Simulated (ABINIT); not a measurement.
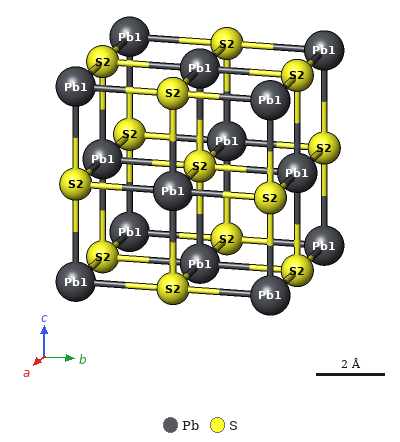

Fig. 1: The structure (ball-and-stick view of the cell 4 times as large as that of the calculation, set on its symmetry axes, seen slightly off an axis; atoms are numbered from 1 in the order of the input).

Phonon calculation, with input and output: PbS (part 1 of 2)

PbS (Fm-3m, 2 atoms in the cell), computed with Kohn-Sham DFT of a periodic cell, PBE, spin-orbit coupling, JTH PAW PBE v2.0 sp, no spin polarisation (ABINIT 10.8.3).

The structure derives from an entry of the Crystallography Open Database.

**Input file**
```
# Datasets
ndtset 2

# Pseudopotentials
pp_dirpath "./"
pseudos "Pb.GGA_PBE-JTH_sp.xml, S.GGA_PBE-JTH.xml"

# Structure
acell 3*1.0 Angstrom
rprim
     0.0000000000     2.9993622300     2.9993622300
     2.9993622300     0.0000000000     2.9993622300
     2.9993622300     2.9993622300     0.0000000000
ntypat 2
znucl 82 16
natom 2
typat 1 2
chkprim 0
chksymtnons 0
tolsym 1.0e-6
xred
            0.0            0.0            0.0
            1/2            1/2            1/2

# Plane-wave basis
ecut 20.0
pawecutdg 40.0
ecutsm 0.5

# k points
ngkpt 4 4 4
nshiftk 4
shiftk
     0.5000000000     0.5000000000     0.5000000000
     0.5000000000     0.0000000000     0.0000000000
     0.0000000000     0.5000000000     0.0000000000
     0.0000000000     0.0000000000     0.5000000000

# Exchange and correlation
ixc 11

# Bands and occupations
nband 22
occopt 3
tsmear 0.00183747

# Spin
nspinor 2
nspden 1
pawspnorb 1

# SCF cycle
nstep 80

# Output
prteig 0
prtebands 0
prtwf 0
prtden 0
prtpot 0

# Dataset 1: ground state
kptopt1 4
tolvrs1 1.0e-11
prtwf1 1
tolwfr1 1.0e-14
nbdbuf1 4
nline1 6

# Dataset 2: response at q = 0 to atomic displacements
rfphon2 1
rfatpol2 1 2
rfdir2 1 1 1
getwfk2 1
kptopt2 3
nqpt2 1
qpt2 0.0 0.0 0.0
tolvrs2 1.0e-8
```

**File mrgddb.in**
```
merged_DDB
PbS
2
runo_DS1_DDB
runo_DS2_DDB
```

**File anaddb.abi**
```
ddb_filepath "merged_DDB"
output_file "anaddb.abo"
outdata_prefix "ana"
asr 2
chneut 0
dipdip 0
dieflag 0
enunit 0
eivec 1
nph1l 1
qph1l 0.0 0.0 0.0 1.0
```

Hardware: 1 thread of Arm Neoverse V1, 24 GiB of memory available, shared host.

Run as:
```bash
abinit run.abi > log 2>&1
mrgddb < mrgddb.in > mrgddb.log 2>&1
anaddb anaddb.abi > anaddb.log 2>&1
```

**What the program printed**
```
.Version 10.8.3 of ABINIT
 DATASET    1 : space group F4 3 2 (#209); Bravais cF (face-center cubic)
================================================================================
 Values of the parameters that define the memory need for DATASET  1.
     intxc =       0    ionmov =       0      iscf =      17    lmnmax =      13
     lnmax =       5     mgfft =      36  mpssoang =       3    mqgrid =    3001
     natom =       2  nloc_mem =       2    nspden =       1   nspinor =       2
    nsppol =       1      nsym =      24    n1xccc =       1    ntypat =       2
    occopt =       3   xclevel =       2
       mpw =        1569          nfft =       46656          nkpt =          12
 PAW method is used; the additional fine FFT grid is defined by:
   mgfftf=        48    nfftf =    110592
================================================================================
================================================================================

 DATASET    2 : space group F4 3 2 (#209); Bravais cF (face-center cubic)
================================================================================
 Values of the parameters that define the memory need for DATASET  2 (RF).
     intxc =       0      iscf =       7    lmnmax =      13     lnmax =       5
     mgfft =      36  mpssoang =       3    mqgrid =    3001     natom =       2
  nloc_mem =       2    nspden =       1   nspinor =       2    nsppol =       1
      nsym =      24    n1xccc =       1    ntypat =       2    occopt =       3
   xclevel =       2
      nfft =       46656          nkpt =         256
================================================================================
================================================================================

--------------------------------------------------------------------------------
------------- Echo of variables that govern the present computation ------------
--------------------------------------------------------------------------------
 -outvars: echo values of preprocessed input variables --------
            acell      1.8897261259E+00  1.8897261259E+00  1.8897261259E+00 Bohr
              amu      2.07200000E+02  3.20660000E+01
          chkprim           0
      chksymtnons           0
             ecut      2.00000000E+01 Hartree
           ecutsm      5.00000000E-01 Hartree
           getwfk1          0
           getwfk2          1
             iscf1         17
             iscf2          7
              ixc          11
           jdtset        1    2
                       outvar_i_n : Printing only first  50 k-points.
           kptopt1          4
           kptopt2          3
         kptrlatt        4   -4    4     -4    4    4     -4   -4    4
          kptrlen      4.53437853E+01
            natom           2
            nband1         22
            nband2         22
           nbdbuf           4
           ndtset           2
            ngfft          36      36      36
          ngfftdg          48      48      48
             nkpt1         12
             nkpt2        256
            nline1          6
            nline2          4
             nqpt1          0
             nqpt2          1
          nspinor           2
            nstep          80
             nsym          24
           ntypat           2
                       prtocc : prtvol=0, do not print more k-points.
           occopt           3
        optdriver1          0
        optdriver2          1
        pawcpxocc           2
        pawecutdg      4.00000000E+01 Hartree
        pawspnorb           1
         pawxcdev           0
           prtden           0
        prtebands           0
           prteig           0
            prtwf1          1
            prtwf2          0
           rfphon1          0
           rfphon2          1
            rprim      0.0000000000E+00  2.9993622300E+00  2.9993622300E+00
                       2.9993622300E+00  0.0000000000E+00  2.9993622300E+00
                       2.9993622300E+00  2.9993622300E+00  0.0000000000E+00
           shiftk      5.00000000E-01  5.00000000E-01  5.00000000E-01
          spgroup         209
           tolsym      1.00000000E-06
           tolvrs1     1.00000000E-11
           tolvrs2     1.00000000E-08
           tolwfr1     1.00000000E-14
           tolwfr2     0.00000000E+00
           tsmear      1.83747000E-03 Hartree
            typat      1  2
           useylm           1
                       outvars : Printing only first  50 k-points.
           xangst      0.0000000000E+00  0.0000000000E+00  0.0000000000E+00
                       2.9993622300E+00  2.9993622300E+00  2.9993622300E+00
            xcart      0.0000000000E+00  0.0000000000E+00  0.0000000000E+00
                       5.6679731671E+00  5.6679731671E+00  5.6679731671E+00
             xred      0.0000000000E+00  0.0000000000E+00  0.0000000000E+00
                       5.0000000000E-01  5.0000000000E-01  5.0000000000E-01
            znucl       82.00000   16.00000

================================================================================

 chkinp: Checking input parameters for consistency, jdtset=   1.

 chkinp: Checking input parameters for consistency, jdtset=   2.

================================================================================
== DATASET  1 ==================================================================

--- !DatasetInfo
iteration_state: {dtset: 1, }
dimensions: {natom: 2, nkpt: 12, mband: 22, nsppol: 1, nspinor: 2, nspden: 1, mpw: 1569, }
cutoff_energies: {ecut:  20.0, pawecutdg:  40.0, }
electrons: {nelect:   1.00000000E+01, charge:   0.00000000E+00, occopt:   3.00000000E+00, tsmear:   1.83747000E-03, }
meta: {optdriver: 0, ionmov: 0, optcell: 0, iscf: 17, paral_kgb: 0, }
...

 Exchange-correlation functional for the present dataset will be:
  GGA: Perdew-Burke-Ernzerhof functional - ixc=11
  J.P.Perdew, K.Burke, M.Ernzerhof, PRL 77, 3865 (1996)

 Real(R)+Recip(G) space primitive vectors, cartesian coordinates (Bohr,Bohr^-1):
 R(1)=  0.0000000  5.6679732  5.6679732  G(1)= -0.0882150  0.0882150  0.0882150
 R(2)=  5.6679732  0.0000000  5.6679732  G(2)=  0.0882150 -0.0882150  0.0882150
 R(3)=  5.6679732  5.6679732  0.0000000  G(3)=  0.0882150  0.0882150 -0.0882150
 Unit cell volume ucvol=  3.6417770E+02 bohr^3
 Angles (23,13,12)=  6.00000000E+01  6.00000000E+01  6.00000000E+01 degrees

 Coarse grid specifications (used for wave-functions):

 getcut: wavevector=  0.0000  0.0000  0.0000  ngfft=  36  36  36
         ecut(hartree)=     20.000   => boxcut(ratio)=   2.23090

 getcut : COMMENT -
  Note that boxcut > 2.2 ; recall that boxcut=Gcut(box)/Gcut(sphere) = 2
  is sufficient for exact treatment of convolution.
  Such a large boxcut is a waste : you could raise ecut
  e.g. ecut=   24.884516 Hartrees makes boxcut=2

 Fine grid specifications (used for densities):

 getcut: wavevector=  0.0000  0.0000  0.0000  ngfft=  48  48  48
         ecut(hartree)=     40.000   => boxcut(ratio)=   2.10331

--- Pseudopotential description ------------------------------------------------
- pspini: atom type   1  psp file is ./Pb.GGA_PBE-JTH_sp.xml
 Pseudopotential format is: paw10
 basis_size (lnmax)=  5 (lmn_size= 13), orbitals=   0   0   1   1   2
 Spheres core radius: rc_sph= 2.91365156
 Shapefunction is SIN type: shapef(r)=[sin(pi*r/rshp)/(pi*r/rshp)]**2
 Radius for shape functions =  2.21205640
 Compensation charge density is not taken into account in XC energy/potential

- pspini: atom type   2  psp file is ./S.GGA_PBE-JTH.xml
 Pseudopotential format is: paw10
 basis_size (lnmax)=  4 (lmn_size=  8), orbitals=   0   0   1   1
 Spheres core radius: rc_sph= 1.90380259
 Shapefunction is SIN type: shapef(r)=[sin(pi*r/rshp)/(pi*r/rshp)]**2
 Radius for shape functions =  1.40128485
 Compensation charge density is not taken into account in XC energy/potential

   4.40830107E+02                                ecore*ucvol(ha*bohr**3)
--------------------------------------------------------------------------------

================================================================================

--- !BeginCycle
iteration_state: {dtset: 1, }
solver: {iscf: 17, nstep: 80, nline: 6, wfoptalg: 10, }
tolerances: {tolwfr: 1.00E-14, tolvrs: 1.00E-11, }
...

     iter   Etot(hartree)      deltaE(h)  residm     nres2
 ETOT  1  -13.678678744931    -1.368E+01 2.019E-01 1.459E+00
 ETOT  2  -14.073028288349    -3.943E-01 8.696E-04 1.143E+00
 ETOT  3  -14.067688556274     5.340E-03 1.508E-04 1.035E-01
 ETOT  4  -14.067811750321    -1.232E-04 1.932E-05 3.401E-02
 ETOT  5  -14.067906301704    -9.455E-05 1.010E-06 1.588E-03
 ETOT  6  -14.067902476473     3.825E-06 1.721E-07 1.382E-04
 ETOT  7  -14.067904155534    -1.679E-06 5.602E-08 2.213E-05
 ETOT  8  -14.067904148512     7.022E-09 2.426E-09 8.834E-06
 ETOT  9  -14.067904136757     1.176E-08 4.144E-09 1.482E-06
 ETOT 10  -14.067904135082     1.675E-09 8.469E-11 2.140E-07
 ETOT 11  -14.067904134647     4.356E-10 3.151E-11 9.622E-09
 ETOT 12  -14.067904134642     4.363E-12 1.016E-12 1.540E-09
 ETOT 13  -14.067904134639     2.755E-12 1.911E-13 3.869E-11
 ETOT 14  -14.067904134640    -3.713E-13 9.980E-15 5.826E-13

 At SCF step   14  max residual=  9.98E-15 < tolwfr=  1.00E-14 AND nres2   =  5.83E-13 < tolvrs=  1.00E-11 =>converged.

 Cartesian components of stress tensor (hartree/bohr^3)
  sigma(1 1)=  1.62738338E-06  sigma(3 2)=  0.00000000E+00
  sigma(2 2)=  1.62738338E-06  sigma(3 1)=  0.00000000E+00
  sigma(3 3)=  1.62738338E-06  sigma(2 1)=  0.00000000E+00

--- !ResultsGS
iteration_state: {dtset: 1, }
comment   : Summary of ground state results
lattice_vectors:
- [  0.0000000,   5.6679732,   5.6679732, ]
- [  5.6679732,   0.0000000,   5.6679732, ]
- [  5.6679732,   5.6679732,   0.0000000, ]
lattice_lengths: [   8.01572,    8.01572,    8.01572, ]
lattice_angles: [ 60.000,  60.000,  60.000, ] # degrees, (23, 13, 12)
lattice_volume:   3.6417770E+02
convergence: {deltae: -3.713E-13, res2:  5.826E-13, residm:  9.980E-15, diffor: null, }
etotal    :  -1.40679041E+01
entropy   :   0.00000000E+00
fermie    :   6.74878473E-02
cartesian_stress_tensor: # hartree/bohr^3
- [  1.62738338E-06,   0.00000000E+00,   0.00000000E+00, ]
- [  0.00000000E+00,   1.62738338E-06,   0.00000000E+00, ]
- [  0.00000000E+00,   0.00000000E+00,   1.62738338E-06, ]
pressure_GPa:  -4.7879E-02
xred      :
- [  0.0000E+00,   0.0000E+00,   0.0000E+00, Pb]
- [  5.0000E-01,   5.0000E-01,   5.0000E-01,  S]
cartesian_forces: # hartree/bohr
- [ -0.00000000E+00,  -0.00000000E+00,  -0.00000000E+00, ]
- [ -0.00000000E+00,  -0.00000000E+00,  -0.00000000E+00, ]
force_length_stats: {min:   0.00000000E+00, max:   0.00000000E+00, mean:   0.00000000E+00, }
...

 Integrated electronic density in atomic spheres:
 ------------------------------------------------
 Atom  Sphere_radius  Integrated_density
    1        2.91365          2.50045144
    2        1.90380          3.49488797

================================================================================

 ----iterations are completed or convergence reached----

 Mean square residual over all n,k,spin=   70.030E-16; max=  99.805E-16
 reduced coordinates (array xred) for    2 atoms
       0.000000000000      0.000000000000      0.000000000000
       0.500000000000      0.500000000000      0.500000000000
 rms dE/dt=  0.0000E+00; max dE/dt=  0.0000E+00; dE/dt below (all hartree)
    1       0.000000000000      0.000000000000      0.000000000000
    2       0.000000000000      0.000000000000      0.000000000000

 cartesian coordinates (angstrom) at end:
    1      0.00000000000000     0.00000000000000     0.00000000000000
    2      2.99936223000000     2.99936223000000     2.99936223000000

 cartesian forces (hartree/bohr) at end:
    1     -0.00000000000000    -0.00000000000000    -0.00000000000000
    2     -0.00000000000000    -0.00000000000000    -0.00000000000000
 frms,max,avg= 0.0000000E+00 0.0000000E+00   0.000E+00  0.000E+00  0.000E+00 h/b

 cartesian forces (eV/Angstrom) at end:
    1     -0.00000000000000    -0.00000000000000    -0.00000000000000
    2     -0.00000000000000    -0.00000000000000    -0.00000000000000
 frms,max,avg= 0.0000000E+00 0.0000000E+00   0.000E+00  0.000E+00  0.000E+00 e/A
 length scales=  1.889726125908  1.889726125908  1.889726125908 bohr
              =  1.000000000000  1.000000000000  1.000000000000 angstroms
 Fermi (or HOMO) energy (hartree) =   0.06749   Average Vxc (hartree)=  -0.34494
 Eigenvalues (hartree) for nkpt=  12  k points:
 kpt#   1, nband= 22, wtk=  0.09375, kpt= -0.1250 -0.2500  0.0000 (reduced coord)
  -0.41034   -0.41034   -0.19828   -0.19828   -0.02630   -0.02630   -0.01663   -0.01663
   0.02736    0.02736    0.12523    0.12523    0.20303    0.20303    0.23292    0.23292
   0.27285    0.27285    0.31939    0.31939    0.34574    0.34574
      occupation numbers for kpt#   1
   1.00000    1.00000    1.00000    1.00000    1.00000    1.00000    1.00000    1.00000
   1.00000    1.00000    0.00000    0.00000    0.00000    0.00000    0.00000    0.00000
   0.00000    0.00000    0.00000    0.00000    0.00000    0.00000
 prteigrs : prtvol=0 or 1, do not print more k-points.
```
